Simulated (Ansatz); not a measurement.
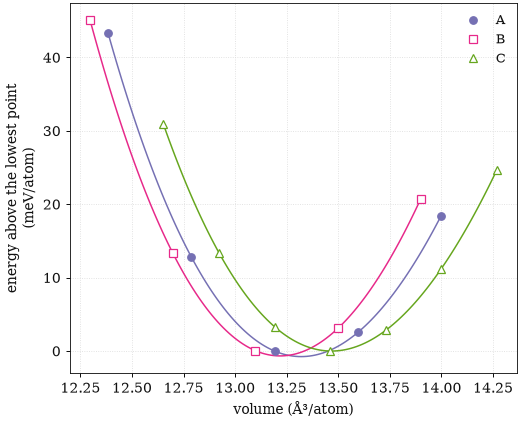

The plot gives the computed energy above the lowest point against volume, with one curve for each functional, for V (space group Im-3m). The labels are replaced by letters. In alphabetical order the cases are: HSE06; PBE; r2SCAN.

Method: equation of state of a cubic crystal from periodic Kohn-Sham density functional theory without spin, third-order Birch-Murnaghan fit to the free energies; pressure corrected for the finite basis (Ansatz 0.2.0 development build).

structure type bcc; atoms in cell 1; space group number 229; lattice centring body-centred primitive; occupation method Fermi–Dirac; datasets soft-1 PAW; density tolerance 1e−07 eV; bands 11; density cutoff ratio 4; search for lower states default.

Q: Which letter stands for which functional?

A: A: r2SCAN; B: HSE06; C: PBE.

Limits of the calculation: coarse k-mesh, values are not converged in k (HSE06).
